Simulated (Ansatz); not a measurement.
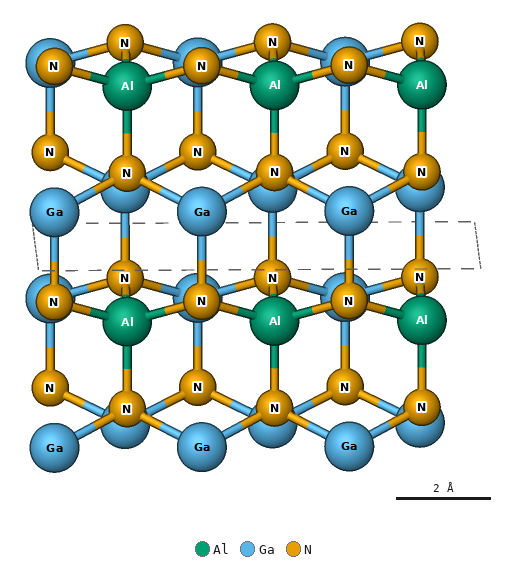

A scan of solid AlGa3N4 (Pm): the crystal is pulled apart rigidly along the normal of the (1 0 0) plane of the conventional cell, at a cut between a plane of N below and one of Ga above, 1.95 Å apart. One cut stands in each cell, which starts 10.3 Å high; nothing is relaxed, and the dashed outline marks the cut. The picture shows the perfect crystal around the cut (dashed). The picture is a ball-and-stick view of the layers on both sides of the cut, seen from the side, nearly along the cut plane.

Computed with DFT PBEsol, scalar-relativistic, plane waves, PAW (Ansatz 0.2.0). (plane-wave cutoff 420 eV; k-point mesh 8 × 5 × 3; occupations gaussian; smearing width 0.05 eV; no spin polarisation). Energies (free energies at the smearing named) are counted from the relaxed crystal.

```xyz
16
Lattice="0.0000 -3.1650 0.0000 0.0036 0.0000 -5.4785 10.2847 0.0000 0.0002" Properties=species:S:1:pos:R:3 pbc="T T T"
Al    0.0043   -1.5825   -1.8224
Al    5.1466   -1.5825   -1.8223
Ga    2.5690   -1.5825   -3.6436
Ga    7.7114   -1.5825   -3.6435
Ga    2.5668    0.0000   -0.9228
Ga    7.7091    0.0000   -0.9226
Ga    5.1446    0.0000   -4.5680
Ga   10.2870    0.0000   -4.5678
N     0.6177   -1.5825   -3.6153
N     5.7601   -1.5825   -3.6151
N     0.6056    0.0000   -0.9512
N     5.7480    0.0000   -0.9511
N     3.1935    0.0000   -4.5678
N     8.3359    0.0000   -4.5677
N     3.2472   -1.5825   -1.8226
N     8.3896   -1.5825   -1.8225
```

Question: What energies does the calculation give (the opening: −0.30, −0.15, 0.00, 0.25, 0.50, 0.75, 1.00, 1.50, 2.00, 3.00, 4.50, 6.00 Å)?

Answer:
```tsv
opening (Å)	ΔE per area (J/m²)
−0.30	1.83
−0.15	0.35
0.00	0.00
0.25	0.53
0.50	1.53
0.75	2.58
1.00	3.52
1.50	4.97
2.00	5.83
3.00	6.48
4.50	6.63
6.00	6.67
```

At the widest opening, 6.00 Å, the energy has risen by 6.67 J/m², where the curve has levelled off: this is the ideal work of separation, the sum of the two unrelaxed surface energies of a slab 10.3 Å thick. The steepest rise lies between 0.50 Å and 0.75 Å, with a mean traction of about 42 GPa. Pressing the cut together by 0.30 Å costs 1.83 J/m². The band gap on the mesh, 2.36 eV in the reference, closes at 1.00 Å, 1.50 Å, 2.00 Å, 3.00 Å, 4.50 Å, 6.00 Å.

As a plot:

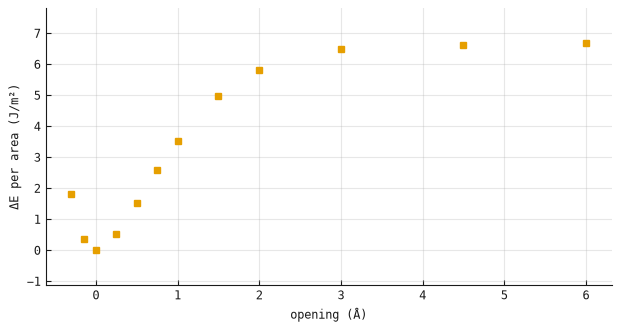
